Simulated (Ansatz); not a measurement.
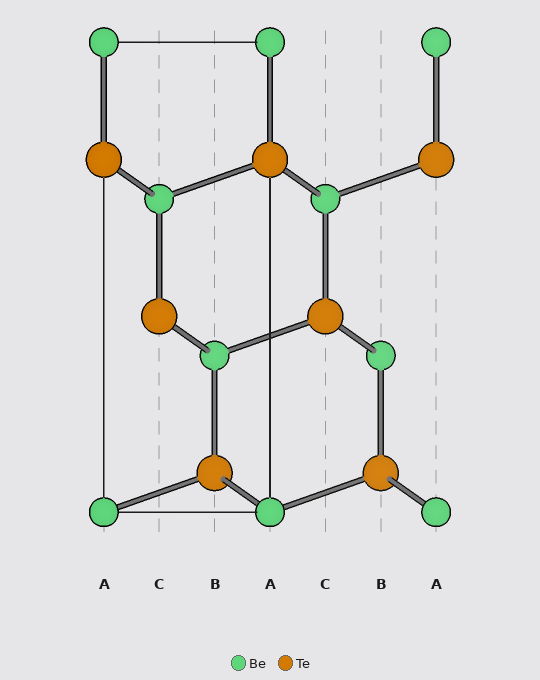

The picture looks along a close-packed row of the hexagonal mesh; [111] points upwards. The dashed lines mark the three columns A (0, 0), B (1/3, 2/3) and C (2/3, 1/3). The box is the hexagonal cell of the face-centred cubic lattice. The sequence starts with the first layer at or above the cell's origin.

System BeTe (space group F-43m, No. 216); source of the atomic positions: the end point of a relaxation with Ansatz 0.2.0, DFT, PBE, plane waves, PAW.

> Read off the stacking sequence over one period.

Be(A) – Te(B) – Be(B) – Te(C) – Be(C) – Te(A) (six layers in 9.81 Å).

> How are the Te layers alone stacked?

Te layers alone: BCA, the cubic close-packed type.

> Which positions between or in the Te layers do the other atoms fill?

Be: three tetrahedral sites in each hexagonal cell.

> What short polytype symbol fits?

Polytype symbol 3C, the symbol of a tetrahedral polytype (number of double layers in the repeat and lattice).

Heights of the layers:

```
layer  atoms (column)  height (Å)  to next (Å)
    1           Be(A)        0.00         0.82
    2           Te(B)        0.82         2.45
    3           Be(B)        3.27         0.82
    4           Te(C)        4.09         2.45
    5           Be(C)        6.54         0.82
    6           Te(A)        7.36         2.45
```
